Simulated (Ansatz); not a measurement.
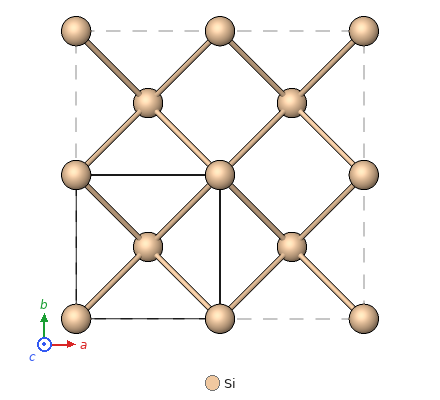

Si (Im-3m, No. 229): the input geometry of a calculation; the starting structure was generated, so it need not be a known form of this composition.

```xyz
2
Lattice="3.2038 0.0000 0.0000 0.0000 3.2038 0.0000 0.0000 0.0000 3.2038" Properties=species:S:1:pos:R:3 pbc="T T T"
Si    0.0000    0.0000    0.0000
Si    1.6019    1.6019    1.6019
```

> What will an integrated-DPC-like image along [001] show? Simulated as the projected potential of neutral atoms (B = 0.3 Å²) blurred by a 1.03 Å probe, the thin-sample limit of integrated differential phase contrast. Shot noise was added.

The columns repeat on a square net with a repeat of 2.27 Å (plane group p4mm). All columns are alike (Si). The shortest distance between visible columns is 2.27 Å in projection. Along the beam the structure repeats every 3.20 Å.

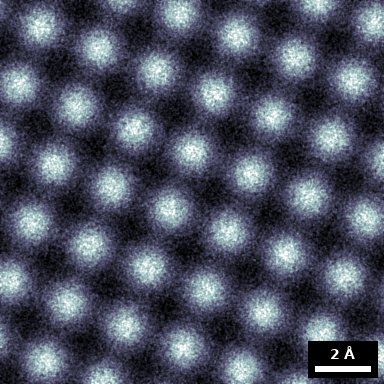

The simulated image.
